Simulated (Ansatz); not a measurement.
Consider GaN.

The calculation's input:

```
crystal:
  lattice:
    - [0.0, 2.2171474665, 2.3280048399]
    - [2.2171474665, 0.0, 2.3280048399]
    - [2.2171474665, 2.2171474665, 0.0]
  atoms:
    - { symbol: Ga, position: [0.0, 0.0, 0.0] }
    - { symbol: "N", position: [0.75, 0.75, 0.75] }
basis:
  ecutwfc: 500
kpoints:
  mp_grid: { grid: [12, 12, 12] }
hamiltonian:
  xc: r2scan
scf:
  occupations: { method: gaussian, width: 0.05 }
output:
  forces: true
  stress: true
  eigenvalues: true
  write_density: true
  write_potential: true
  elf: true
  volumetric_format: npy
```

Launched as:

```sh
ansatz run input.yaml --threads 1 --pin off --max-ram 2560MiB --backend cpu --events-out ev --progress --plain --runs-dir out
```

Below, planes, directions and counts refer to the conventional cell (a = 3.14 Å, b = 3.14 Å, c = 4.66 Å, α = 90.00°, β = 90.00°, γ = 90.00°).

Space group I-4m2; a structure from a database of computed crystals, not necessarily the ambient phase.

Computed with Ansatz, DFT r2SCAN, scalar-relativistic, plane waves, PAW.

### Predict the valence pseudo-density and electron localisation function between the atoms.

Ga–N (1.95 Å): ρ at the midpoint is about 0.74 e/Å³; the ELF peaks at about 0.85 in the valence shell of N, 0.7 Å from its nucleus, and is about 0.50 at the midpoint.

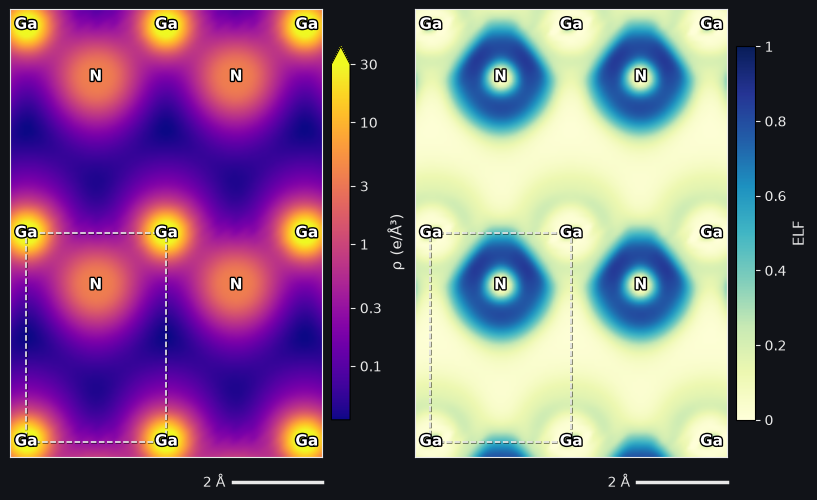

Computed valence pseudo-density and electron localisation function on the (010) plane of the conventional cell, in this order. 

Core electrons are frozen (PAW), and the valence fields are smoothed inside the atomic spheres.
